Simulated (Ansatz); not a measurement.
# WC: a W atom hops into a vacancy

One W atom is taken out of a 2×2×2 supercell of WC. How high is the barrier for its neighbour W1, 2.83 Å away, to move into the hole? The program relaxes both ends, then the band.

Program: Ansatz 0.2.0. Level of theory: DFT PBE, plane waves, PAW, scalar-relativistic, no spin polarisation. These are calculated values, not measurements.

**1. Starting point**

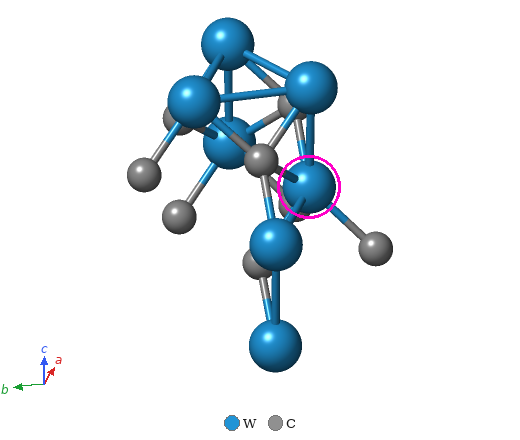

Start, viewed from a free direction; tungsten blue, carbon grey. Each atom of the cell is drawn once, at one copy chosen for all pictures, so bonds across the cell's faces may be missing. Ringed: W1.

The empty site lies at (-2.88, 4.96, 0.00) Å, and W1 starts at (-1.43, 2.53, 0.02) Å. All atoms were shaken by about 0.02 Å to break the symmetry.

As a file:

```xyz
15
Lattice="5.7432 0.0000 0.0000 -2.8716 4.9737 0.0000 0.0000 0.0000 5.6126" Properties=species:S:1:pos:R:3 pbc="T T T"
W    -1.4257    2.5262    0.0180
C     1.4423    0.8077    1.3762
W    -1.4200    2.4822    2.7867
C     1.4468    0.8292    4.2259
C    -0.0386    3.3235    1.3998
W    -2.9082    4.9732    2.7980
C     0.0033    3.3118    4.1983
W     1.4696    2.4846    0.0053
C     4.3161    0.8270    1.3928
W     1.4412    2.4933    2.8129
C     4.2706    0.8369    4.2179
W    -0.0049    4.9762    0.0299
C     2.8905    3.2972    1.4111
W    -0.0148    5.0165    2.7806
C     2.8437    3.3199    4.2026
```

**2. Nudged elastic band**

crystal.atoms is the first end and neb.final_atoms the second, which differs in W1 alone.

input.yaml reads:

```yaml
crystal:
  lattice:
    - [5.74316966, 5.8e-07, 0.0]
    - [-2.87158533, 4.97373054, 0.0]
    - [0.0, 0.0, 5.61264]
  atoms:
    - { symbol: W, position: [0.00570996, 0.50791824, 0.00320872] }
    - { symbol: C, position: [0.3323289, 0.16238331, 0.24519239] }
    - { symbol: W, position: [0.00227213, 0.49905763, 0.49650753] }
    - { symbol: C, position: [0.33527632, 0.16671401, 0.75292255] }
    - { symbol: C, position: [0.32737779, 0.66820087, 0.24939273] }
    - { symbol: W, position: [-0.0064328, 0.99989991, 0.49851842] }
    - { symbol: C, position: [0.33349457, 0.66584856, 0.74800228] }
    - { symbol: W, position: [0.50566329, 0.49955068, 0.00095274] }
    - { symbol: C, position: [0.83464956, 0.16627487, 0.24814866] }
    - { symbol: W, position: [0.50159431, 0.5012981, 0.5011732] }
    - { symbol: C, position: [0.82772216, 0.1682556, 0.75150105] }
    - { symbol: W, position: [0.49940079, 1.0005028, 0.00532609] }
    - { symbol: C, position: [0.83475792, 0.6629151, 0.25141405] }
    - { symbol: W, position: [0.501714, 1.00859738, 0.49541] }
    - { symbol: C, position: [0.82888459, 0.66747689, 0.74876789] }
kpoints:
  mp_grid: { grid: [3, 3, 3] }
magnetization:
  spin_polarized: false
scf:
  occupations: { method: cold, width: 0.15 }
hamiltonian:
  pseudopotentials: { kind: paw }
  xc: pbe
basis:
  ecutwfc: 420
neb:
  images: 3
  relax_end_points: true
  climbing: true
  f_tol: 0.1
  max_iterations: 40
  order_check: false
  final_atoms:
    - { symbol: W, position: [-0.00232854, 0.99682338, -0.00087519] }
    - { symbol: C, position: [0.3323289, 0.16238331, 0.24519239] }
    - { symbol: W, position: [0.00227213, 0.49905763, 0.49650753] }
    - { symbol: C, position: [0.33527632, 0.16671401, 0.75292255] }
    - { symbol: C, position: [0.32737779, 0.66820087, 0.24939273] }
    - { symbol: W, position: [-0.0064328, 0.99989991, 0.49851842] }
    - { symbol: C, position: [0.33349457, 0.66584856, 0.74800228] }
    - { symbol: W, position: [0.50566329, 0.49955068, 0.00095274] }
    - { symbol: C, position: [0.83464956, 0.16627487, 0.24814866] }
    - { symbol: W, position: [0.50159431, 0.5012981, 0.5011732] }
    - { symbol: C, position: [0.82772216, 0.1682556, 0.75150105] }
    - { symbol: W, position: [0.49940079, 1.0005028, 0.00532609] }
    - { symbol: C, position: [0.83475792, 0.6629151, 0.25141405] }
    - { symbol: W, position: [0.501714, 1.00859738, 0.49541] }
    - { symbol: C, position: [0.82888459, 0.66747689, 0.74876789] }
```

Run with:

```console
ansatz run input.yaml --threads 4 --pin off --max-ram 8192MiB --backend cpu --events-out ev --progress --plain --runs-dir out
```

What it wrote:

```text
Warning: neb: disabling space-group detection — the band's intermediate images generally break the endpoint symmetry, so no spatial operation reduces the k-mesh or symmetrises the density, except that a semilocal band can use its path's symmetry ahead of convergence; time reversal is kept, so that k and −k are solved as one point where they differ and the mesh holds both, and exact exchange and, on two spinor components, a DFT+U term hold to it where the run has them: on two components no moment then forms, and a state that bears one, which a typed moment (crystal.atoms[].spin; refused beside efield: under a hybrid functional) reaches, can lie lower, under hf by electronvolts; crystal.symmetry.detect: false (a key that needs symmetry detection or time reversal refuses this as the deck is read) with time_reversal: false beside it drops time reversal too
Warning: RAYON_NUM_THREADS=4 ignored (pool sized by the plan → 4); use --threads N
Engine: ansatz 0.2.0, aarch64-unknown-linux-gnu
Pseudopotentials: kind: paw
Pseudopotential: W, paw, valence charge 14, recommended cutoff 420 eV (normal), W.paw.azcp
Pseudopotential: C, paw, valence charge 4, recommended cutoff 420 eV (normal), C.paw.azcp
Functional definition: PBE
  parameter kappa = 0.804
  parameter beta = 0.06672455060314922
  exchange = pbe_x(kappa = kappa, mu = beta*pi^2/3)
  correlation = pbe_c(beta = beta)
parallel-image band execution: 3 concurrent image workers
NEB image 0
Crystal: 15 atoms, lattice volume = 160.325 Å³
Basis set: ecut = 420 eV, 3139 PW (Γ), exchange–correlation on 80×80×80 points (8 copies of the dense FFT grid, shifted against one another)
Bands: 80, of which v1, the nominal top of the filled ones, is band 65 counted from 1 (64 counted from 0)
Symmetry: 1 space group operations
k-points: 14 of 27 (time reversal used)
Non-local potential: W, projectors of the file, l = 0: 3, l = 1: 2, l = 2: 2, l = 3: 1
Non-local potential: C, projectors of the file, l = 0: 2, l = 1: 2, l = 2: 1
PAW form: soft (Blöchl's): semilocal exchange-correlation on the pseudo side does not see the compensation charge
PAW one-centre angular grid: W, 590 points (default); XC on 64 Gauss nodes
PAW one-centre angular grid: C, 110 points (default); XC on 64 Gauss nodes
Initial density: superposition of atomic densities (neutral atoms: chi_scale 0, normalization atom), corrected by the library's trained network
Initial wavefunctions: pseudopotential atomic-orbital guess
Functional: x = pbe(κ = 0.804, μ = 0.2195149727645171), c = pbe(β = 0.06672455060314922)
SCF iter   1: F=—  HF=-74696.805408 eV  |F-HF|=—  |Δ(HF+E_count)|=         —  Δρ=1.40e-2  dr2=5.42e-1  ethr=1.77e-3  ⟨swp⟩=6.4  Hψ=4312  notcnv=0
preconditioner: auto → Kerker (q_TF=auto, 2.635 Å⁻¹)  [metal: Δε(μ)=0.029 eV  Ē_g=8.184 eV  σ=0.150 eV  W_gap=0.13  n_scr=58 (ndim 8)  ℏωp=25.2 eV  f_vac=0.007  D(μ)=7.17/eV (n_scr^D=70)]
SCF iter   2: F=—  HF=-74696.752675 eV  |F-HF|=—  |Δ(HF+E_count)|=   5.27e-2  S|Δr|=    0.00e0  Δρ=7.05e-3  dr2=9.83e-2  ethr=4.17e-4  ⟨swp⟩=1.1  Hψ=1290  notcnv=0
SCF iter   3: F=—  HF=-74696.743287 eV  |F-HF|=—  |Δ(HF+E_count)|=   9.39e-3  S|Δr|=    0.00e0  Δρ=2.46e-3  dr2=1.64e-2  ethr=7.56e-5  ⟨swp⟩=2.5  Hψ=1406  notcnv=0
SCF iter   4: F=—  HF=-74696.740834 eV  |F-HF|=—  |Δ(HF+E_count)|=   2.45e-3  S|Δr|=    0.00e0  Δρ=7.51e-4  dr2=2.12e-3  ethr=1.26e-5  ⟨swp⟩=2.0  Hψ=1421  notcnv=0
SCF iter   5: F=—  HF=-74696.740607 eV  |F-HF|=—  |Δ(HF+E_count)|=   2.27e-4  S|Δr|=    0.00e0  Δρ=3.93e-4  dr2=4.38e-4  ethr=1.63e-6  ⟨swp⟩=2.0  Hψ=1433  notcnv=0
SCF iter   6: F=—  HF=-74696.740570 eV  |F-HF|=—  |Δ(HF+E_count)|=   3.72e-5  S|Δr|=    0.00e0  Δρ=1.44e-4  dr2=5.43e-5  ethr=3.37e-7  ⟨swp⟩=2.0  Hψ=1490  notcnv=0
SCF iter   7: F=—  HF=-74696.740598 eV  |F-HF|=—  |Δ(HF+E_count)|=   2.75e-5  S|Δr|=    0.00e0  Δρ=7.76e-5  dr2=1.94e-5  ethr=4.18e-8  ⟨swp⟩=2.0  Hψ=1588  notcnv=0  defer=5
SCF iter   8: F=—  HF=-74696.740604 eV  |F-HF|=—  |Δ(HF+E_count)|=   6.68e-6  S|Δr|=    0.00e0  Δρ=2.45e-5  dr2=1.40e-6  ethr=1.50e-8  ⟨swp⟩=2.0  Hψ=1530  notcnv=0  defer=6
[... 59 lines left out ...]
NEB iter   1: max|band force component| = 1.419e1 eV/Å  barrier→ = 7.9003 eV  barrier← = 7.9003 eV  Δτ_max = 0.1918 Å  (48 SCF iters)
[... 1 line left out ...]
NEB iter   2: max|band force component| = 3.974e0 eV/Å  barrier→ = 3.9229 eV  barrier← = 3.9229 eV  Δτ_max = 0.0966 Å  (22 SCF iters)
[... 2 lines left out ...]
NEB iter   8: max|band force component| = 5.606e-1 eV/Å  barrier→ = 2.8450 eV  barrier← = 2.8450 eV  CI = image 2  Δτ_max = 0.0998 Å  (21 SCF iters)
[... 4 lines left out ...]
NEB iter  18: max|band force component| = 3.082e-1 eV/Å  barrier→ = 2.8057 eV  barrier← = 2.8057 eV  CI = image 2  Δτ_max = 0.1965 Å  (21 SCF iters)
[... 4 lines left out ...]
NEB iter  28: max|band force component| = 3.086e-1 eV/Å  barrier→ = 2.8070 eV  barrier← = 2.8070 eV  CI = image 2  Δτ_max = 0.1963 Å  (21 SCF iters)
[... 4 lines left out ...]
NEB iter  38: max|band force component| = 1.850e-1 eV/Å  barrier→ = 2.7913 eV  barrier← = 2.7913 eV  CI = image 2  Δτ_max = 0.1967 Å  (21 SCF iters)
NEB iter  40: max|band force component| = 1.388e-1 eV/Å  barrier→ = 2.7901 eV  barrier← = 2.7901 eV  CI = image 2  Δτ_max = 0.1967 Å  (20 SCF iters)
Step failed. What follows is not a result of the run: it is the report of the last solve that finished, which converged after 6 SCF iterations.
Free energy (F): -74695.247347 eV
Harris-Foulkes:  -74695.247347 eV  (|F-HF|=4.13e-9)
Internal energy: -74695.251445 eV  (E = F + TS)
E sigma→0 (E₀):  -74695.248713 eV
Entropy (-TS):   0.004098 eV (0.273 meV/atom)
Fermi energy:    18.968761 eV
--- Per-component energies (eV) ---
  E_band       = -576.072289
  E_kinetic    = 3888.265079
  E_local      = -5828.280386  (includes V_loc(G=0)·N_el)
  E_nonlocal   = 212.869824
  E_hartree    = 2118.615807
  E_xc         = -2263.097151
  E_vxc        = -2161.357944  (∫ρ·V_xc dr)
  E_paw        = -60728.317222  (= ΣΔE_a)
  E_vpaw       = -924.806697  (= ΣTr[D̂ρ^β])
  E_aug_tail   = -0.000369  (compensation charges beyond the density's cutoff)
  E_ewald      = -12095.307027
  E_smearing   = 0.004098  (= −TS)
  E_closure    = -0.000000  (closes the sum)
  Σ components = -74695.247347   (vs F -74695.247347, Δ=0.00e0)
--- Forces (eV/Å), atoms counted from 1 ---
  atom   1  W     -2.39063708     2.26933768     0.00000767
  atom   2  C      0.15285434     0.00902902     0.15888666
  atom   3  W      0.27011026    -0.16077644     0.00000010
  atom   4  C      0.15283486     0.00902656    -0.15888064
  atom   5  C      0.27650068    -0.19066479     0.30663150
  atom   6  W      0.26439985    -0.03482643    -0.00001302
  atom   7  C      0.27649264    -0.19068197    -0.30662277
  atom   8  W      0.01170840    -0.03072405    -0.00001282
  atom   9  C      0.25218993    -0.27534217    -0.25414244
  atom  10  W      0.24786399    -0.12296222     0.00000700
  atom  11  C      0.25221958    -0.27532989     0.25414310
  atom  12  W     -0.46449052    -0.53268479    -0.00004203
  atom  13  C      0.22978963    -0.14202374    -0.01743184
  atom  14  W      0.23826838    -0.18940864     0.00003953
  atom  15  C      0.22979234    -0.14202133     0.01742973
  max |Σ_I F_I| component: 1.03e-4 eV/Å
--- Band table (eV; the first three rows and the last of 14) ---
[... 4 lines left out ...]
End of that report.
this run last wrote the band of iteration 40 to <dir>
Error: NEB band did not converge after 40 iterations: max|band force component| = 1.39e-1 eV/Å (threshold 1.0e-1); raise `neb.max_iterations` in a new run, which can start from the last band evaluated (`neb.initial_path`, with `crystal.atoms` and `neb.final_atoms` set to its first and last images), add images, or start from endpoints closer to local minima. Where this run's directory can be resumed (`checkpoint.write`), a resume goes on for up to `neb.max_iterations` more; to start a new run from the last band, take its images' positions from the `neb_iteration` event of iteration 40 (`data.images[].positions_ang`), in the event stream of the run that computed that iteration (not this run's, if it was resumed behind it). With `checkpoint.write`, `steps/00-neb/state/checkpoint.json` in the run directory holds the last saved band, under `neb.evaluated.images[].positions_ang` (a band under a hybrid functional on support functions is neither saved nor resumed: `neb.initial_path` says where its path is): check the last entry of `neb.iterations` there, which is earlier than 40 if that iteration was not saved or its write failed. If the band's step has no `state` directory and holds `state.next`, a write was cut short, and the file is under `state.next` instead (behind a loss of power it can be under `state.prev`)
this run wrote the band of iteration 40 to <dir> as well, whether or not its events were kept: a new run's `neb.initial_path` can list its `images[].positions_ang`
a run's events are kept only if it was started with --events-out <file>, and are in that file
```

Run time: 15 min. Hardware: 4 threads of Arm Neoverse V1, shared host; peak memory 1.2 GiB.

**3. The band, image by image**

The run ended unconverged after 40 band iterations. The table shows its last band, which is no minimum-energy path. Images 0 and 4 are the ends. Energies count from image 0; the path length is the program's own measure over all atoms.

| image | path (Å) | energy (eV) | W1 x y z (Å) | band force (eV/Å) |
| --- | --- | --- | --- | --- |
| 0 | 0.000 | 0.0000 | -1.48 2.47 0.00 | - |
| 1 | 0.810 | 2.2382 | -1.71 3.15 0.00 | 0.041 |
| 2* | 1.621 | 2.7901 | -1.93 3.91 0.00 | 0.139 |
| 3 | 2.390 | 2.0863 | -2.47 4.44 0.00 | 0.017 |
| 4 | 3.160 | 0.0000 | -2.91 4.95 0.00 | - |

The star marks the climbing image.

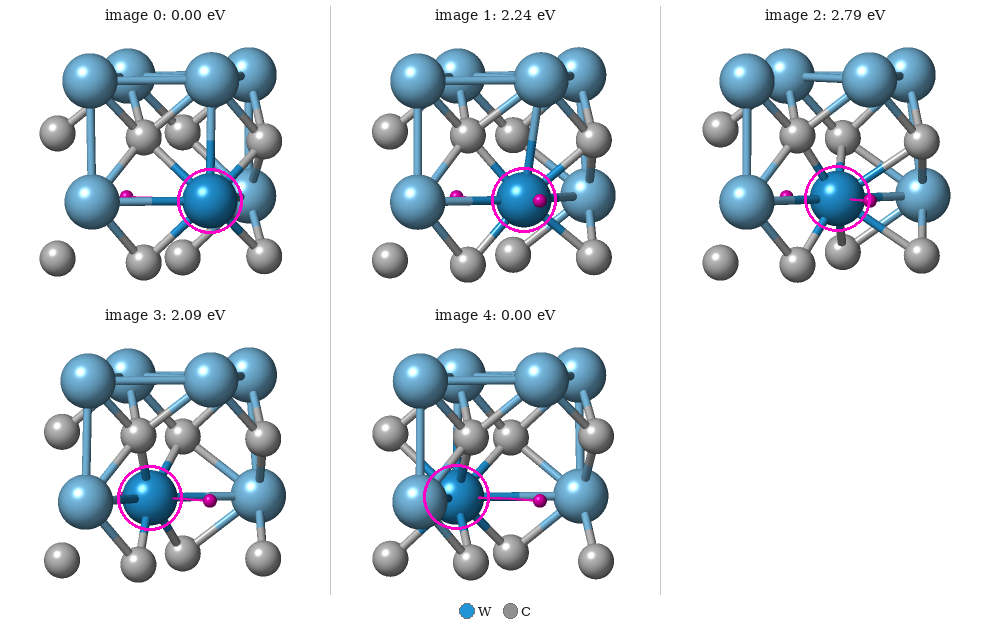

Snapshots along the band, viewed from a free direction. Ringed: W1. The magenta line is the track of the ringed atom over the whole band, with dots at its ends. Each atom of the cell is drawn once, at one copy chosen for all pictures, so bonds across the cell's faces may be missing; the others are paled. Sticks join atoms closer than a bonding distance in each image.

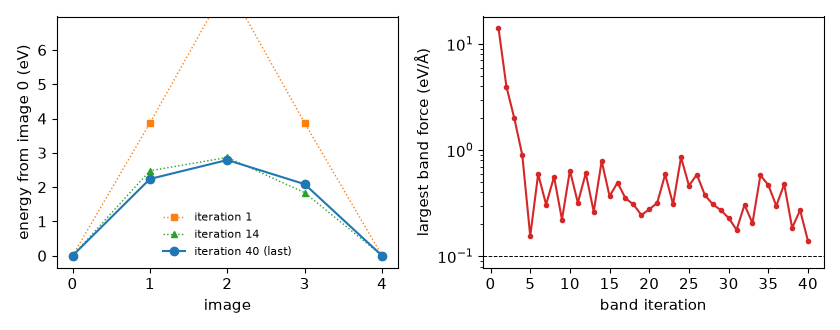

Left: energy of each image for early iterations and the last one (lines only join the points; early values far above the last band run off the scale). Right: the largest band force by iteration, with the threshold dashed.

How the highest energy settled:

| iteration | highest image above image 0 (eV) | largest band force (eV/Å) |
| --- | --- | --- |
| 1 | 7.9003 | 14.187 |
| 4 | 2.8414 | 0.897 |
| 7 | 2.8099 | 0.307 |
| 10 | 2.8745 | 0.642 |
| 13 | 2.7985 | 0.263 |
| 16 | 2.8292 | 0.495 |
| 19 | 2.8018 | 0.245 |
| 22 | 2.8229 | 0.591 |
| 25 | 2.8173 | 0.463 |
| 28 | 2.8070 | 0.309 |
| 31 | 2.8040 | 0.177 |
| 34 | 2.8177 | 0.580 |
| 37 | 2.8258 | 0.477 |
| 40 | 2.7901 | 0.139 |

The band as a trajectory file:

```xyz
15
Lattice="5.743 0.000 0.000 -2.872 4.974 0.000 0.000 0.000 5.613" Properties=species:S:1:pos:R:3 pbc="T T T" image=0 dE=0.0000
W    -1.477    2.469   -0.001
C     1.482    0.861    1.450
W    -1.431    2.496    2.805
C     1.482    0.861    4.160
C    -0.003    3.320    1.332
W    -2.875    4.978    2.805
C    -0.003    3.320    4.278
W     1.471    2.469   -0.001
C     4.255    0.861    1.450
W     1.424    2.496    2.805
C     4.255    0.861    4.160
W    -0.003    5.021   -0.001
C     2.869    3.263    1.450
W    -0.003    4.968    2.805
C     2.869    3.263    4.160
15
Lattice="5.743 0.000 0.000 -2.872 4.974 0.000 0.000 0.000 5.613" Properties=species:S:1:pos:R:3 pbc="T T T" image=1 dE=2.2382
W    -1.712    3.145   -0.002
C     1.479    0.794    1.385
W    -1.445    2.494    2.805
C     1.479    0.794    4.224
C    -0.003    3.364    1.357
W    -2.879    4.962    2.805
C    -0.003    3.364    4.252
W     1.352    2.401   -0.002
C     4.316    0.872    1.493
W     1.368    2.452    2.805
C     4.316    0.872    4.117
W     0.244    5.128   -0.002
C     2.724    3.242    1.498
W    -0.010    4.987    2.805
C     2.724    3.242    4.111
15
Lattice="5.743 0.000 0.000 -2.872 4.974 0.000 0.000 0.000 5.613" Properties=species:S:1:pos:R:3 pbc="T T T" image=2 dE=2.7901
W    -1.934    3.912   -0.002
C     1.463    0.764    1.320
W    -1.485    2.481    2.804
C     1.463    0.764    4.288
C    -0.050    3.375    1.320
W    -2.904    4.932    2.804
C    -0.050    3.375    4.288
W     1.338    2.432   -0.002
C     4.320    0.830    1.544
W     1.344    2.438    2.804
C     4.320    0.830    4.065
W     0.369    5.182   -0.002
C     2.710    3.223    1.497
W    -0.029    4.959    2.804
C     2.710    3.223    4.111
15
Lattice="5.743 0.000 0.000 -2.872 4.974 0.000 0.000 0.000 5.613" Properties=species:S:1:pos:R:3 pbc="T T T" image=3 dE=2.0863
W    -2.473    4.442   -0.002
C     1.471    0.806    1.354
W    -1.454    2.488    2.804
C     1.471    0.806    4.254
C    -0.015    3.375    1.386
W    -2.872    4.964    2.804
C    -0.015    3.375    4.222
W     1.316    2.466   -0.002
C     4.351    0.812    1.489
W     1.371    2.451    2.804
C     4.351    0.812    4.119
W     0.248    5.110   -0.002
C     2.735    3.231    1.495
W     0.002    4.962    2.804
C     2.735    3.231    4.113
15
Lattice="5.743 0.000 0.000 -2.872 4.974 0.000 0.000 0.000 5.613" Properties=species:S:1:pos:R:3 pbc="T T T" image=4 dE=0.0000
W    -2.914    4.952   -0.003
C     1.432    0.829    1.331
W    -1.440    2.487    2.803
C     1.432    0.829    4.276
C     0.045    3.344    1.449
W    -2.867    4.979    2.804
C     0.045    3.344    4.158
W     1.432    2.531   -0.003
C     4.303    0.773    1.449
W     1.432    2.477    2.803
C     4.303    0.773    4.158
W     0.034    4.952   -0.003
C     2.819    3.344    1.449
W    -0.012    4.979    2.803
C     2.819    3.344    4.158
```

**4. Summary of results**

| quantity | value |
| --- | --- |
| relaxation of the ends | 0.593 eV lower, moves up to 0.10 Å; 0.546 eV lower, moves up to 0.10 Å |
| band | not converged after 40 iterations |
| highest image of the last band | 2.79 eV above image 0 (no barrier of the system) |

In words: The band did not converge, so no barrier can be quoted. Its largest force still stood at 0.14 eV/Å, against a threshold of 0.1. In 15 atoms the vacancy feels its images, and neither cell size nor mesh was tested.
